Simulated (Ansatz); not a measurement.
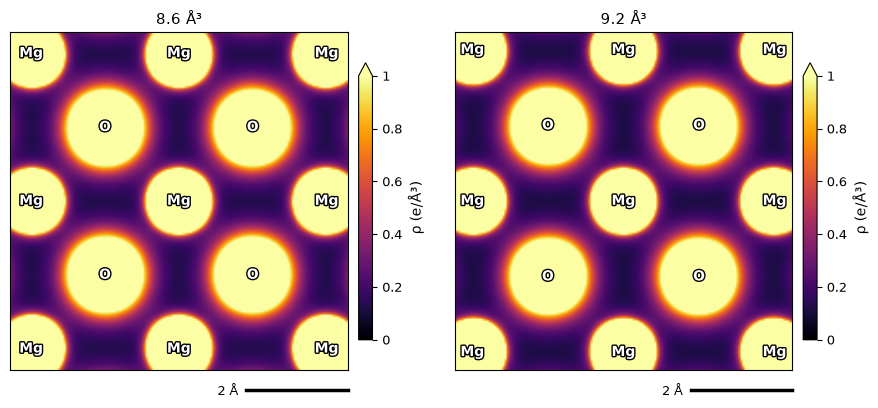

MgO. The valence charge density (pseudo) of cells scaled evenly to different volumes (given per atom above each panel), on the (001) plane of each (indices in the axes of the cell below), at one length scale and on one colour scale.

The calculation used DFT, PBEsol, PAW with Ansatz's default frozen-core files, scalar-relativistic; relaxation of cell and atoms in Ansatz.

The density is the valence pseudo-density of a PAW calculation; it isn't the true density close to the nuclei.

The largest cell:

```
Mg O
1.0
     2.09839    2.09839    0.00000
    -2.09839    2.09839    0.00000
     0.00000    2.09839    2.09839
Mg O
1 1
Direct
  0.00000 0.00000 0.00000
  0.50000 0.50000 0.00000
```

| volume (Å³/atom) | Mg–O contact in the plane (Å) | ρ at its midpoint (e/Å³) | pressure (GPa) | gap on the mesh (eV) | 
| --- | --- | --- | --- | --- |
| 8.63 | 2.051 | 0.379 | 15.0 | 5.43 | 
| 8.98 | 2.079 | ? | ? | ? | 
| 9.24 | 2.098 | 0.343 | 2.0 | 4.74 | 

> What values belong in the row with question marks?

Over the known rows ln ρ falls by 2.12 per Å of Mg–O distance (the line through the two), which gives 0.357 e/Å³ at 2.079 Å; the calculation gives 0.357 e/Å³. For the pressure, a straight line in volume between the neighbouring rows gives 7.5 GPa; the calculation gives 7.0, lower because pressure rises ever faster on compression. For the gap on the mesh, a straight line in volume between the neighbouring rows gives 5.03 eV; the calculation gives 5.02.
